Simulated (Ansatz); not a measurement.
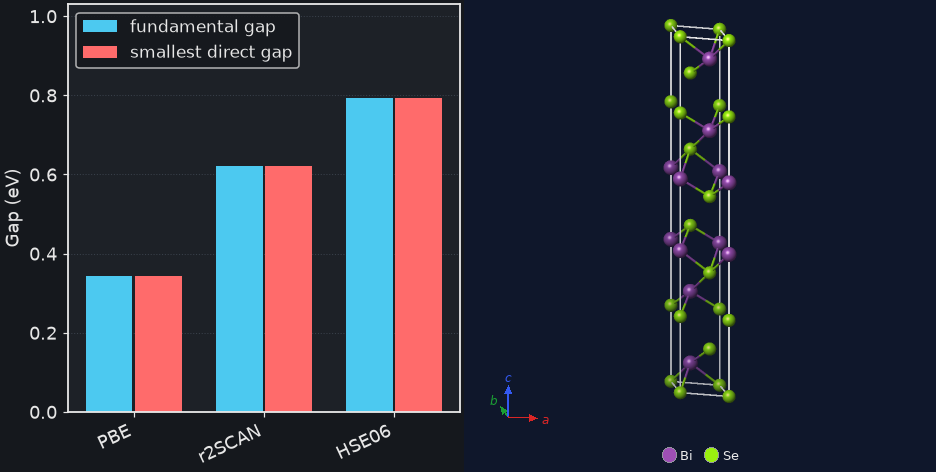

Gaps of Bi₂Se₃, space group R-3m, 5 atoms in the cell, tetradymite type, at several levels of theory on one cell (Ansatz, plane waves and PAW; edges over the mesh and the special points).

How does the gap depend on the level, and does its kind change?

Answer. In rising order: PBE 0.34 eV, r2SCAN 0.62 eV and HSE06 0.79 eV. It is direct at every level.
